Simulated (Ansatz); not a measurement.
# Single-point calculation, with input and output: Ge

- system: Ge (Fd-3m, 2 atoms in the cell)
- method: DFT PBEsol, scalar-relativistic, plane waves, PAW, no spin polarisation (Ansatz 0.2.0)

The structure derives from an entry of the Crystallography Open Database. Figures and captions count atoms from 1; the log counts them from 0 in places.

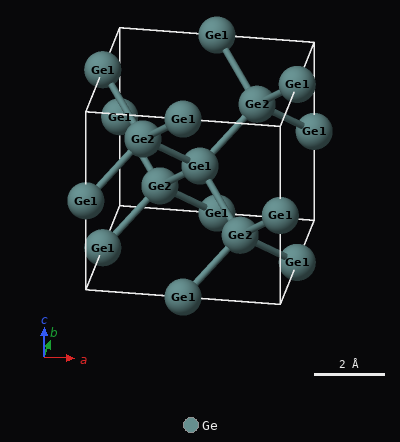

*The input geometry (ball-and-stick view of the cell 4 times as large as that of the calculation, set on its symmetry axes, seen at an oblique angle; atoms are numbered from 1 in the order of the input). An atom can appear more than once, as a periodic image.*

### Key numbers

```csv
quantity,value
outcome,converged
space group (tolerance 0.01 Å),Fd-3m (227)
electrons treated,28
free energy,−8506.9935 eV
Fermi energy,8.492 eV
gap on the k-point mesh,none (metallic)
pressure,0.67 GPa
largest force (length of the vector),under 0.001 eV/Å
hardware,"1 thread of Intel Xeon @ 2.70GHz, 189 GiB of memory available, shared host"
wall time,8.6 s
peak memory,0.4 GiB
```

### Input
```yaml
crystal:
  lattice:
    - [0.0, 2.82877, 2.82877]
    - [2.82877, 0.0, 2.82877]
    - [2.82877, 2.82877, 0.0]
  atoms:
    - { symbol: Ge, position: [0.5, 0.5, 0.5] }
    - { symbol: Ge, position: [0.75, 0.75, 0.75] }
basis:
  ecutwfc: 420
kpoints:
  mp_grid: { grid: [16, 16, 16] }
hamiltonian:
  xc: pbesol
scf:
  occupations: { method: gaussian, width: 0.15 }
output:
  forces: true
  stress: true
  eigenvalues: true
  write_density: true
  write_potential: true
  elf: true
  volumetric_format: npy
```

Run as:
```bash
ansatz run input.yaml --threads 1 --pin off --max-ram 2560MiB --backend cpu --events-out ev --progress --plain --runs-dir out
```

### Log
```
Engine: ansatz 0.2.0, x86_64-unknown-linux-gnu
Pseudopotentials: kind: paw
Pseudopotential: Ge, paw, valence charge 14, recommended cutoff 420 eV (normal), Ge.paw.azcp
Functional definition: PBEsol
  exchange = pbesol_x
  correlation = pbesol_c
Crystal: 2 atoms, lattice volume = 45.271 Å³
Basis set: ecut = 420 eV, 893 PW (Γ), exchange–correlation on 54×54×54 points (8 copies of the dense FFT grid, shifted against one another)
Bands: 18, of which v1, the nominal top of the filled ones, is band 14 counted from 1 (13 counted from 0)
Symmetry: 48 space group operations
Space group: Fd-3m (ITA 227), of the structure as read, at distance tolerance 3.6e-5 Å
k-points: 145 of 4096
Non-local potential: Ge, projectors of the file, l = 0: 2, l = 1: 2, l = 2: 3, l = 3: 1
PAW form: soft (Blöchl's): semilocal exchange-correlation on the pseudo side does not see the compensation charge
PAW frozen core: Ge, regenerated for the run's functional, and the local potential with it (the file was generated under x = pbe(κ = 0.804, μ = 0.2195149727645171), c = pbe(β = 0.06672455060314922))
PAW one-centre angular grid: Ge, 590 points (default); XC on 64 Gauss nodes
Initial density: superposition of atomic densities (neutral atoms: chi_scale 0, normalization atom), corrected by the library's trained network
Initial wavefunctions: pseudopotential atomic-orbital guess
Functional: x = pbesol(κ = 0.804, μ = 0.12345679012345678), c = pbesol(β = 0.046)
SCF iter   1: F=—  HF=-8506.994814 eV  |F-HF|=—  |Δ(HF+E_count)|=         —  Δρ=2.58e-3  dr2=3.54e-3  ethr=1.77e-3  ⟨swp⟩=5.2  Hψ=11958  notcnv=0
preconditioner: auto → Kerker (q_TF=auto, 2.518 Å⁻¹)  [metal: Δε(μ)=0.113 eV  Ē_g=23.358 eV  σ=0.150 eV  W_gap=0.40  n_scr=14 (ndim 8)  ℏωp=29.2 eV  f_vac=0.074  D(μ)=0.05/eV (n_scr^D=0)]
SCF iter   2: F=—  HF=-8506.993494 eV  |F-HF|=—  |Δ(HF+E_count)|=   1.32e-3  Δρ=1.82e-3  dr2=1.93e-3  ethr=1.27e-5  ⟨swp⟩=1.3  Hψ=3822  notcnv=0
SCF iter   3: F=—  HF=-8506.993573 eV  |F-HF|=—  |Δ(HF+E_count)|=   7.95e-5  Δρ=9.21e-4  dr2=2.02e-4  ethr=6.91e-6  ⟨swp⟩=2.0  Hψ=4641  notcnv=0
SCF iter   4: F=—  HF=-8506.993545 eV  |F-HF|=—  |Δ(HF+E_count)|=   2.87e-5  Δρ=4.51e-4  dr2=1.30e-4  ethr=7.23e-7  ⟨swp⟩=2.0  Hψ=4643  notcnv=0
SCF iter   5: F=—  HF=-8506.993468 eV  |F-HF|=—  |Δ(HF+E_count)|=   7.63e-5  Δρ=2.27e-4  dr2=1.45e-5  ethr=4.64e-7  ⟨swp⟩=2.0  Hψ=4643  notcnv=0
SCF iter   6: F=—  HF=-8506.993483 eV  |F-HF|=—  |Δ(HF+E_count)|=   1.50e-5  Δρ=3.98e-5  dr2=3.44e-7  ethr=5.18e-8  ⟨swp⟩=2.0  Hψ=4644  notcnv=0
SCF iter   7: F=—  HF=-8506.993484 eV  |F-HF|=—  |Δ(HF+E_count)|=   3.19e-7  Δρ=2.00e-5  dr2=7.03e-8  ethr=3.57e-10  ⟨swp⟩=8.4  Hψ=17975  notcnv=0
SCF iter   8: F=-8506.993484 eV  HF=-8506.993484 eV  |F-HF|=1.40e-8  |Δ(HF+E_count)|=   5.71e-8  Δρ=5.56e-6  dr2=5.69e-9  ethr=2.51e-10  ⟨swp⟩=7.0  Hψ=15242  notcnv=0
SCF 1 converged in 8 iterations: F = -8506.993484 eV  dr2 = 5.69e-9
  greatest PAW one-centre occupation: 0.998 electrons in one spin orbital (limit 2), on the Ge atom at site 1 (counted from 0), in its partial waves of l = 2
```

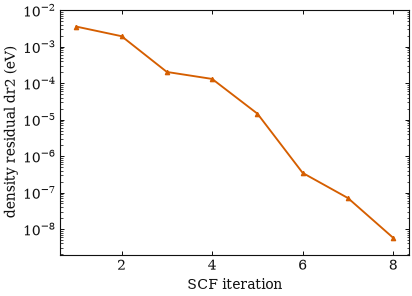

*Convergence of the self-consistent field: density residual dr2 against the SCF iteration.*

The residual falls at every step.

```
SCF converged after 8 iterations
Free energy (F): -8506.993484 eV
Harris-Foulkes:  -8506.993484 eV  (|F-HF|=1.40e-8)
Internal energy: -8506.992972 eV  (E = F + TS)
E sigma→0 (E₀):  -8506.993228 eV
Entropy (-TS):   -0.000512 eV (-0.256 meV/atom)
Fermi energy:    8.492004 eV
--- Per-component energies (eV) ---
  E_band       = -302.430713
  E_kinetic    = 223.260253
  E_local      = -4943.979294  (includes V_loc(G=0)·N_el)
  E_nonlocal   = 840.381009
  E_hartree    = 2167.086321
  E_xc         = -150.031756
  E_vxc        = -129.588673  (∫ρ·V_xc dr)
  E_paw        = -3958.278381  (= ΣΔE_a)
  E_vpaw       = -626.683551  (= ΣTr[D̂ρ^β])
  E_aug_tail   = 0.000701  (compensation charges beyond the density's cutoff)
  E_ewald      = -2687.267698
  E_core_change = 1.835872  (= ΣΔE_core)
  E_smearing   = -0.000512  (= −TS)
  E_closure    = -0.000000  (closes the sum)
  Σ components = -8506.993484   (vs F -8506.993484, Δ=0.00e0)
--- Forces (eV/Å), atoms counted from 1 ---
  atom   1  Ge     0.00000000    -0.00000000    -0.00000000
  atom   2  Ge     0.00000000     0.00000000     0.00000000
  max |Σ_I F_I| component: 7.40e-17 eV/Å
--- Stress (GPa, compression-positive) ---
        0.674547       0.000000       0.000000
        0.000000       0.674547       0.000000
        0.000000       0.000000       0.674547
  P = ⅓ Tr σ = 0.6745 GPa (6.745 kbar)
--- Band table (eV; the first three rows and the last of 145) ---
  k-point 0: bands = ["-16.3688", "-16.3688", "-16.3688", "-16.3325", "-16.3325", "-16.1208", "-16.1208", "-16.1208", "-16.1076", "-16.1076", "-4.3538", "8.4261", "8.4423", "8.4423", "8.4423", "10.9690", "10.9690", "10.9690"]
  k-point 1: bands = ["-16.3714", "-16.3714", "-16.3682", "-16.3291", "-16.3291", "-16.1252", "-16.1252", "-16.1216", "-16.1037", "-16.1037", "-4.3059", "7.2932", "8.3433", "8.3433", "9.2441", "11.1006", "11.1006", "11.1702"]
  k-point 2: bands = ["-16.3769", "-16.3769", "-16.3663", "-16.3211", "-16.3211", "-16.1329", "-16.1329", "-16.1238", "-16.0974", "-16.0974", "-4.1631", "6.0686", "8.1052", "8.1052", "9.4390", "11.4189", "11.4189", "11.8877"]
  k-point 144: bands = ["-16.4166", "-16.4166", "-16.2743", "-16.2743", "-16.2252", "-16.2252", "-16.1929", "-16.1929", "-16.0540", "-16.0540", "-0.3592", "-0.3592", "4.5051", "4.5051", "12.7242", "12.7242", "13.0755", "13.0755"]
```

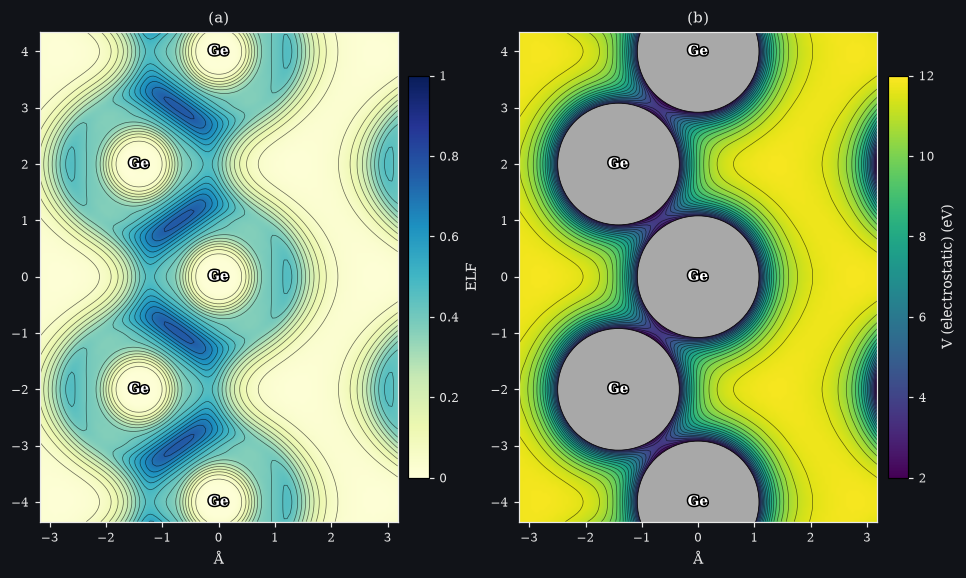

*(a) electron localisation function; (b) electrostatic potential (local pseudopotential plus Hartree) felt by an electron on the (011) plane of the conventional cell. Grey discs, where drawn, cover atomic cores.*

Ge–Ge (2.45 Å): the ELF peaks at about 0.75 between the atoms, which marks localised, shared-pair bonding. Outside the cores the potential energy rises away from the atoms and is highest about 2.4 Å from the nearest atoms; outside the discs it spans about 10 eV, and its zero is arbitrary. Core electrons are frozen (PAW), so the fields are smoothed inside the atomic spheres.

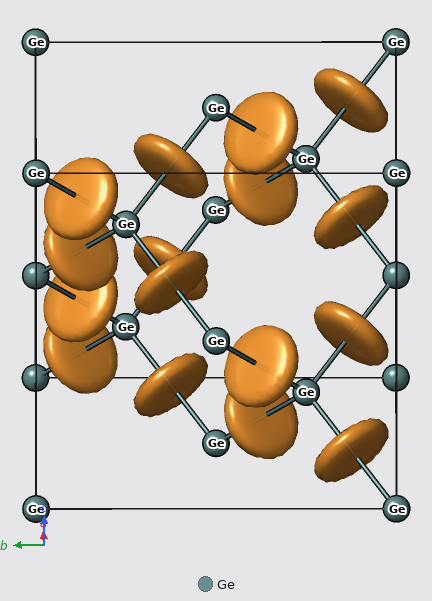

*Isosurface of the ELF at 0.65 (orange), seen at an oblique angle. Only the valence region is drawn (cores and ρ < 0.01 e/Å³ removed). Sticks mark near contacts. The outline is the cell set on symmetry axes.*

The ELF exceeds this value in 16 regions between bonded Ge–Ge atoms (shared pairs), counted in one cell of 8 atoms. Along the contacts the grid gives the following. Ge–Ge (2.45 Å): the ELF peaks at about 0.75 between the atoms, which marks a covalent bond.
